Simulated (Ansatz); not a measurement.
The compound is RuCl2 (1T sheet).

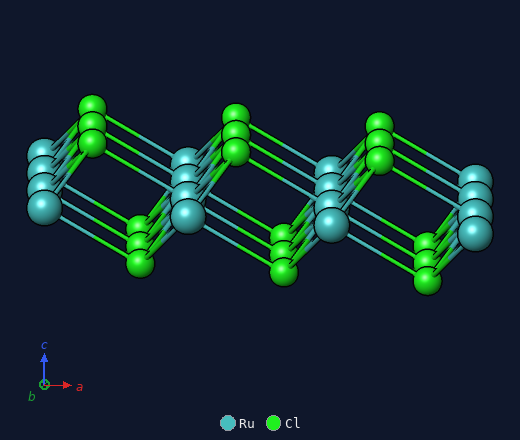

The structure (ruthenium teal, chlorine green). 3×3×1 cells are drawn. Some periodic images of atoms are drawn too.

The cell holds 3 atoms: 1 Ru and 2 Cl. Cell: a = 3.515 Å, b = 3.515 Å, c = 30.112 Å, α = 90.0°, β = 90.0°, γ = 120.0°. Vacuum lies along c.

```xyz
3
Lattice="0.0000 2.4854 2.4854 2.4854 -2.4854 0.0000 17.3850 17.3850 -17.3850" Properties=species:S:1:pos:R:3
Ru    5.5298    5.5298   -5.5298
Cl    7.8723    5.3869   -5.3869
Cl    5.6728    5.6728   -3.1874
```

The structure was relaxed with LDA. The structure was generated from a model, not taken from a measurement. The runs that relaxed it are not among those shown. The program's search for lower electronic states was switched off, so nothing shows that the state found is the lowest. PAW set soft_2, made with PBE.

A constrained-RPA run (Ansatz 0.2.0; non-magnetic LDA; Ru d, bands v3 to c2, 6×6×1 mesh, medium accuracy) builds 5 functions on bands 3.6 eV wide, with 6.0 electrons in the window. The bare on-site interaction is 12.2 eV and the bare J 0.41 eV.

Q: What U and J survive the screening?

On the Ru d shell, U = 4.15 eV (34 % of the bare value), U′ = 3.50 eV, J = 0.30 eV.

The parent state is non-magnetic and the interaction static (zero frequency); U depends on the window and the orbitals, so it belongs to this model alone.

[Paths, hosts, dates, memory and timing lines, banners, echoed tables and standing remarks are left out of the program output.]

[Logs are printed without paths, hosts, clocks, repeated set-up lines and the standing remarks that a program may print on its own settings, such as how far it seeks lower states.]

[Runs of the session that timed out or met a known fault of the program may be left out.]

[Hosts, paths, dates, database ids (printed as entryN), source tags and the programs' standing remarks are cut or masked in the printed files.]
